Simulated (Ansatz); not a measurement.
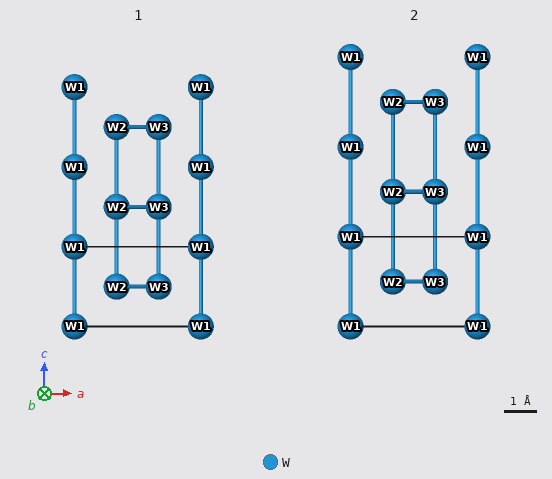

Two geometries of crystalline W (built on the omega_191 type) (coarse preliminary run), drawn at one scale. One is the start of a relaxation, the other its converged end. The picture is a ball-and-stick view of the cell of the calculation, repeated 1 × 1 × 3 with one cell outlined, seen along the b axis.

All numbers below come from DFT r2SCAN, scalar-relativistic, plane waves, PAW in Ansatz 0.2.0. Settings: plane-wave cutoff 500 eV; k-point mesh 6 × 6 × 6; occupations gaussian; smearing width 0.1 eV; no spin polarisation; cell and atoms relaxed; force threshold 0.04 eV/Å; at most 70 steps.

### Which geometry has the lower energy?

Structure 1 is the relaxed one. Case: omega type (P6/mmm, No. 191). No atom moves by more than 0.005 Å relative to the cell. Cell: a = b 4.712 → 4.687 Å (−0.5 %), c 2.889 → 2.565 Å (−11.2 %). Volume −12.1 %. Near-neighbour distances that change, for instance: W1–W1 2.889 → 2.565 Å, W1–W2 3.080 → 2.995 Å, W2–W3 2.720 → 2.706 Å. The space group stays P6/mmm (No. 191). Over 4 accepted moves (5 points after the start) the energy falls by 1.186 eV per cell of the calculation. All forces vanish by symmetry, so only the cell relaxes. Pressure: −27.76 GPa at the start and 0.19 GPa at the end. The SCF was repeated once at an unchanged geometry on a basis and grid sized afresh for the cell, which shifted the energy by 2.9 meV per cell of the calculation at most. The run took of the order of 16 core-seconds on a shared host.
